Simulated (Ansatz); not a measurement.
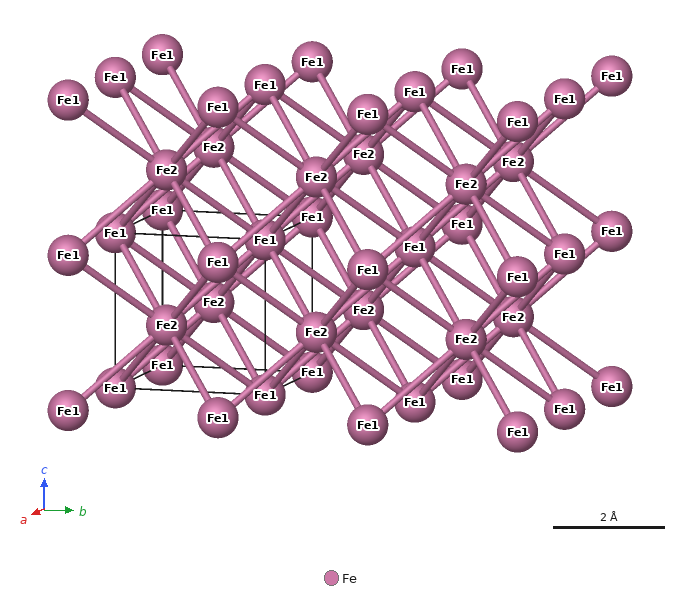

**Figure 1.** The structure as given in the input (ball-and-stick view of the cell of the calculation, repeated 2 × 3 × 2, seen slightly off an axis; atoms are numbered from 1 in the order of the input). Near neighbours in the crystal (not all of them lie inside the picture): Fe has 8 Fe at 2.45 Å.

**What a change does: single-point calculation on Fe**

System: Fe (Im-3m, 2 atoms in the cell).
Method of run 1: DFT, PBE, all-electron LAPW, scalar-relativistic, spin-polarised (Ansatz 0.2.0).

Text and figures count atoms from 1; the logs count them from 0 in places.

## Input, run 1
```yaml
crystal:
  lattice:
    - [2.8313533229, 0.0, 0.0]
    - [0.0, 2.8313533229, 0.0]
    - [0.0, 0.0, 2.8313533229]
  atoms:
    - { symbol: Fe, position: [0.0, 0.0, 0.0], spin: 2.5 }
    - { symbol: Fe, position: [0.5, 0.5, 0.5], spin: 2.5 }
magnetization:
  spin_polarized: true
kpoints:
  mp_grid: { grid: [14, 14, 14] }
scf:
  occupations: { method: fermi_dirac, width: 0.1 }
hamiltonian:
  xc: pbe
  pseudopotentials: { kind: all_electron, lapw: { basis_error: 0.001 } }
output:
  forces: true
  stress: true
  eigenvalues: true
```

Command:
```bash
ansatz run input.yaml --threads 3 --pin off --max-ram 9216MiB --backend cpu --events-out ev --progress --plain --runs-dir out
```

Hardware: 3 threads of Arm Neoverse V2, 24 GiB of memory available, shared host.

## Output, shortened to warnings, some set-up lines, iterations and results (run 1)
```
Basis set: ecut = 316.3967801926338 eV, 257 PW (Γ), exchange–correlation at level 2
Symmetry: 96 space group operations
k-points: 120 of 2744
Initial density: superposition of atomic densities (chi_scale 0.1, normalization cell)
[...]
SCF iter   1: F=—  HF=-69268.030540 eV  |F-HF|=—  |Δ(HF+E_count)|=         —  Δρ=1.54e-2 (↑1.23e-2 ↓1.54e-2)  dr2=1.29e-2  dr2_m=3.29e-2  M=4.455 μB ∫|m|=4.517 μB  β_m=0.30  …
SCF iter   2: F=—  HF=-69268.118752 eV  |F-HF|=—  |Δ(HF+E_count)|=   8.82e-2  Δρ=1.06e-2 (↑8.09e-3 ↓1.06e-2)  dr2=3.91e-3  dr2_m=1.61e-2  M=4.471 μB ∫|m|=4.564 μB  β_m=0.40  …
SCF iter   3: F=—  HF=-69268.188395 eV  |F-HF|=—  |Δ(HF+E_count)|=   6.96e-2  Δρ=7.20e-3 (↑5.65e-3 ↓7.20e-3)  dr2=1.86e-3  dr2_m=7.61e-3  M=4.411 μB ∫|m|=4.547 μB  β_m=0.66  …
SCF iter   4: F=—  HF=-69268.241521 eV  |F-HF|=—  |Δ(HF+E_count)|=   5.31e-2  Δρ=6.44e-4 (↑6.32e-4 ↓6.44e-4)  dr2=2.92e-5  dr2_m=7.32e-5  M=4.319 μB ∫|m|=4.542 μB  β_m=0.76  …
SCF iter   5: F=—  HF=-69268.244705 eV  |F-HF|=—  |Δ(HF+E_count)|=         —  Δρ=6.28e-5 (↑5.11e-5 ↓6.28e-5)  dr2=1.01e-7  dr2_m=6.38e-7  M=4.319 μB ∫|m|=4.548 μB  β_m=0.88  …
SCF iter   6: F=—  HF=-69268.244832 eV  |F-HF|=—  |Δ(HF+E_count)|=   1.27e-4  Δρ=6.03e-5 (↑4.46e-5 ↓6.03e-5)  dr2=8.25e-8  dr2_m=5.47e-7  M=4.316 μB ∫|m|=4.546 μB  β_m=0.94  …
SCF iter   7: F=—  HF=-69268.244850 eV  |F-HF|=—  |Δ(HF+E_count)|=   1.73e-5  Δρ=1.19e-4 (↑1.19e-4 ↓7.46e-5)  dr2=3.87e-7  dr2_m=1.86e-6  M=4.309 μB ∫|m|=4.540 μB  β_m=0.97  …
SCF iter   8: F=—  HF=-69268.244867 eV  |F-HF|=—  |Δ(HF+E_count)|=   1.71e-5  Δρ=1.33e-5 (↑1.33e-5 ↓1.05e-5)  dr2=1.22e-9  dr2_m=2.91e-8  M=4.311 μB ∫|m|=4.541 μB  β_m=0.97  …
SCF iter   9: F=—  HF=-69268.244869 eV  |F-HF|=—  |Δ(HF+E_count)|=   1.94e-6  Δρ=2.30e-7 (↑2.30e-7 ↓1.77e-7)  dr2=5.57e-12  dr2_m=5.99e-12  M=4.312 μB ∫|m|=4.542 μB  β_m=0.94 …
SCF iter  10: F=-69268.244869 eV  HF=-69268.244869 eV  |F-HF|=0.00e0  |Δ(HF+E_count)|=   4.76e-8  Δρ=9.73e-8 (↑8.70e-8 ↓9.73e-8)  dr2=4.81e-13  dr2_m=1.55e-12  M=4.312 μB …
SCF 1 converged in 10 iterations: F = -69268.244869 eV  dr2 = 4.81e-13
SCF converged after 10 iterations
Magnetization: 4.3122 μB (18.1561 up, 13.8439 down)
Absolute magnetization: 4.5419 μB (∫|ρ↑−ρ↓|)
Spin contamination: 0.0735 ħ² per cell (⟨S²⟩ above its minimum at these occupations)
Per-site moments (μB) at R_I (Å): [(2.210298649745356, 1.2260119340914375), (2.210298649745356, 1.2260119340914375)]
Free energy (F): -69268.244869 eV
Harris-Foulkes:  -69268.244869 eV  (|F-HF|=0.00e0)
Internal energy: -69268.184307 eV  (E = F + TS)
E sigma→0 (E₀):  -69268.214588 eV
Entropy (-TS):   -0.060562 eV (-30.281 meV/atom)
Fermi energy:    18.704672 eV
--- Per-component energies (eV) ---
  E_band       = -418.611057
  E_kinetic    = 70222.035905
  E_xc         = -3045.340492
  E_electrostatic = -136444.879720  (all electrons and nuclei)
  E_smearing   = -0.060562  (= −TS)
  E_closure    = 0.000000  (closes the sum)
  E_atoms      = -69250.009230  (free atoms, spherical and without spin; not in F)
  Σ components = -69268.244869   (vs F -69268.244869, Δ=0.00e0)
  Basis errors (estimates in eV, not in F): energy 2.6e-4 per atom: plane waves 2.3e-4 (1.2e-4 summed), levels above the bands 8.1e-41, relativity 4.8e-9, radial functions 3.3e-5, core shells 6.4e-9; eigenvalues (radial functions only) 7.1e-7; not estimated: angular momenta, meshes, grids; target …
--- Forces (eV/Å), atoms counted from 1 ---
  atom   1  Fe     0.00000000     0.00000000    -0.00000000
  atom   2  Fe    -0.00000000     0.00000000     0.00000000
  max |Σ_I F_I| component: 7.49e-30 eV/Å
--- Stress (GPa, compression-positive) ---
       -0.091568       0.000000       0.000000
        0.000000      -0.091568       0.000000
        0.000000       0.000000      -0.091568
  P = ⅓ Tr σ = -0.0916 GPa (-0.916 kbar)
```

The input of run 2 differs as follows (lines with − go, lines with + come):
```diff
-  occupations: { method: fermi_dirac, width: 0.1 }
+  occupations: { method: tetrahedron_uncorrected }
+accuracy: high
```

What does this change do to the results?

The energy of run 2 (smearing taken to zero) is 13.3 meV per atom higher, the joint effect of these numerical settings, which can't be told apart here. The SCF takes 13 iterations against 10.

## Output, shortened to warnings, some set-up lines, iterations and results (run 2)
```
Basis set: ecut = 316.3967801926338 eV, 257 PW (Γ), exchange–correlation at level 2
Symmetry: 96 space group operations
k-points: 120 of 2744
Initial density: superposition of atomic densities (chi_scale 0.1, normalization cell)
[...]
SCF iter   1: F=—  HF=-69268.085940 eV  |F-HF|=—  |Δ(HF+E_count)|=         —  Δρ=1.76e-2 (↑1.44e-2 ↓1.76e-2)  dr2=3.24e-2  dr2_m=3.71e-2  M=4.412 μB ∫|m|=4.485 μB  β_m=0.30  …
SCF iter   2: F=—  HF=-69268.057953 eV  |F-HF|=—  |Δ(HF+E_count)|=   2.80e-2  Δρ=9.56e-3 (↑7.69e-3 ↓9.56e-3)  dr2=2.14e-3  dr2_m=1.43e-2  M=4.489 μB ∫|m|=4.586 μB  β_m=0.30  …
SCF iter   3: F=—  HF=-69268.103078 eV  |F-HF|=—  |Δ(HF+E_count)|=   4.51e-2  Δρ=8.27e-3 (↑6.37e-3 ↓8.27e-3)  dr2=2.31e-3  dr2_m=9.95e-3  M=4.435 μB ∫|m|=4.563 μB  β_m=0.30  …
SCF iter   4: F=—  HF=-69268.137280 eV  |F-HF|=—  |Δ(HF+E_count)|=   3.42e-2  Δρ=5.52e-3 (↑5.52e-3 ↓5.24e-3)  dr2=6.27e-5  dr2_m=6.00e-3  M=4.416 μB ∫|m|=4.567 μB  β_m=0.30  …
SCF iter   5: F=—  HF=-69268.156429 eV  |F-HF|=—  |Δ(HF+E_count)|=         —  Δρ=4.36e-3 (↑4.22e-3 ↓4.36e-3)  dr2=1.46e-5  dr2_m=3.82e-3  M=4.393 μB ∫|m|=4.563 μB  β_m=0.30  …
SCF iter   6: F=—  HF=-69268.168479 eV  |F-HF|=—  |Δ(HF+E_count)|=   1.20e-2  Δρ=3.39e-3 (↑3.39e-3 ↓3.34e-3)  dr2=5.36e-6  dr2_m=2.35e-3  M=4.378 μB ∫|m|=4.563 μB  β_m=0.30  …
SCF iter   7: F=—  HF=-69268.175834 eV  |F-HF|=—  |Δ(HF+E_count)|=   7.36e-3  Δρ=2.71e-3 (↑2.63e-3 ↓2.71e-3)  dr2=3.78e-6  dr2_m=1.48e-3  M=4.364 μB ∫|m|=4.562 μB  β_m=0.30  …
SCF iter   8: F=—  HF=-69268.180433 eV  |F-HF|=—  |Δ(HF+E_count)|=   4.60e-3  Δρ=2.13e-3 (↑2.07e-3 ↓2.13e-3)  dr2=4.75e-6  dr2_m=9.14e-4  M=4.354 μB ∫|m|=4.562 μB  β_m=0.62  …
SCF iter   9: F=—  HF=-69268.188073 eV  |F-HF|=—  |Δ(HF+E_count)|=   7.64e-3  Δρ=3.72e-4 (↑3.72e-4 ↓3.33e-4)  dr2=1.24e-5  dr2_m=1.91e-5  M=4.316 μB ∫|m|=4.557 μB  β_m=0.62  …
SCF iter  10: F=—  HF=-69268.188031 eV  |F-HF|=—  |Δ(HF+E_count)|=   4.21e-5  Δρ=1.79e-4 (↑1.24e-4 ↓1.79e-4)  dr2=1.85e-6  dr2_m=4.08e-6  M=4.316 μB ∫|m|=4.559 μB  β_m=0.81  …
SCF iter  11: F=—  HF=-69268.188073 eV  |F-HF|=—  |Δ(HF+E_count)|=   4.23e-5  Δρ=1.32e-4 (↑1.32e-4 ↓7.94e-5)  dr2=1.79e-6  dr2_m=1.65e-6  M=4.311 μB ∫|m|=4.554 μB  β_m=0.91  …
SCF iter  12: F=—  HF=-69268.188064 eV  |F-HF|=—  |Δ(HF+E_count)|=   8.69e-6  Δρ=7.54e-6 (↑7.54e-6 ↓6.50e-6)  dr2=1.12e-8  dr2_m=5.59e-9  M=4.310 μB ∫|m|=4.552 μB  β_m=0.95  …
SCF iter  13: F=-69268.188064 eV  HF=-69268.188064 eV  |F-HF|=3.20e-10  |Δ(HF+E_count)|=   2.11e-8  Δρ=4.26e-7 (↑1.91e-7 ↓4.26e-7)  dr2=6.65e-12  dr2_m=1.82e-11  M=4.310 μB …
SCF 1 converged in 13 iterations: F = -69268.188064 eV  dr2 = 6.65e-12
SCF converged after 13 iterations
Magnetization: 4.3102 μB (18.1551 up, 13.8449 down)
Absolute magnetization: 4.5522 μB (∫|ρ↑−ρ↓|)
Spin contamination: 0.0770 ħ² per cell (⟨S²⟩ above its minimum at these occupations)
Per-site moments (μB) at R_I (Å): [(2.2118282568570784, 1.2260119340914375), (2.2118282568570784, 1.2260119340914375)]
Free energy (F): -69268.188064 eV
Harris-Foulkes:  -69268.188064 eV  (|F-HF|=3.20e-10)
Internal energy: -69268.187672 eV  (E = F + TS)
E sigma→0 (E₀):  -69268.188064 eV
Entropy (-TS):   -0.000392 eV (-0.196 meV/atom)
Fermi energy:    18.684284 eV
--- Per-component energies (eV) ---
  E_band       = -418.804589
  E_kinetic    = 70222.073446
  E_xc         = -3045.332405
  E_electrostatic = -136444.928714  (all electrons and nuclei)
  E_smearing   = -0.000392  (= −TS)
  E_closure    = 0.000000  (closes the sum)
  E_atoms      = -69250.009230  (free atoms, spherical and without spin; not in F)
  Σ components = -69268.188064   (vs F -69268.188064, Δ=0.00e0)
  Basis errors (estimates in eV, not in F): energy 2.8e-4 per atom: plane waves 2.3e-4 (1.2e-4 summed), levels above the bands 0.0e0, relativity 4.8e-9, radial functions 5.2e-5, core shells 6.4e-9; eigenvalues (radial functions only) 7.1e-7; not estimated: angular momenta, meshes, grids; target …
--- Forces (eV/Å), atoms counted from 1 ---
  atom   1  Fe    -0.00000000    -0.00000000    -0.00000000
  atom   2  Fe    -0.00000000     0.00000000     0.00000000
  max |Σ_I F_I| component: 7.49e-30 eV/Å
--- Stress (GPa, compression-positive) ---
       -0.056284      -0.000000      -0.000000
       -0.000000      -0.056284       0.000000
       -0.000000       0.000000      -0.056284
  P = ⅓ Tr σ = -0.0563 GPa (-0.563 kbar)
```

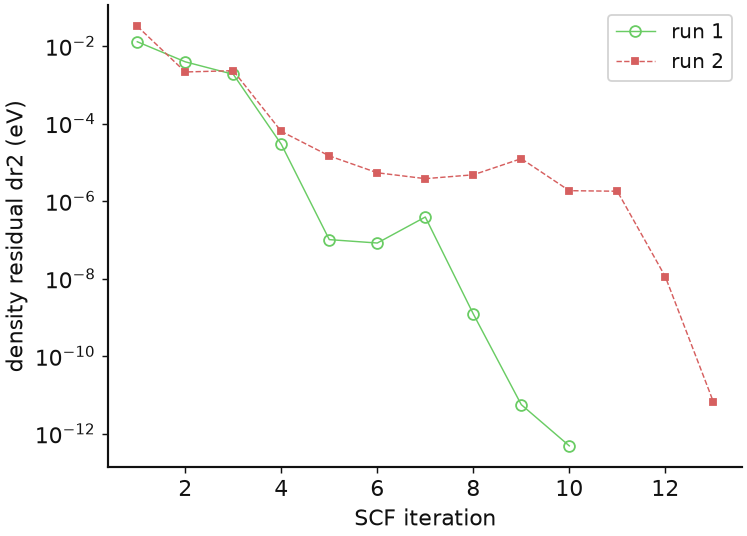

**Figure 2.** Convergence of the two runs: density residual dr2 against the SCF iteration. Run 1 takes 10 iterations in all, and run 2 takes 13.

## The two runs side by side

```csv
quantity,run 1,run 2
outcome,converged,converged
free energy per atom (eV),−34634.1224,−34634.0940
"energy per atom, smearing taken to zero (eV)",−34634.1073,−34634.0940
net moment of the cell (μB),4.31,4.31
absolute moment of the cell (μB),4.54,4.55
pressure (GPa),−0.09,−0.06
largest force (eV/Å),0.000,0.000
SCF iterations,10,13
irreducible k-points,120,120
plane waves at Γ,257,257
wall time (shared host),22 s,25 s
```
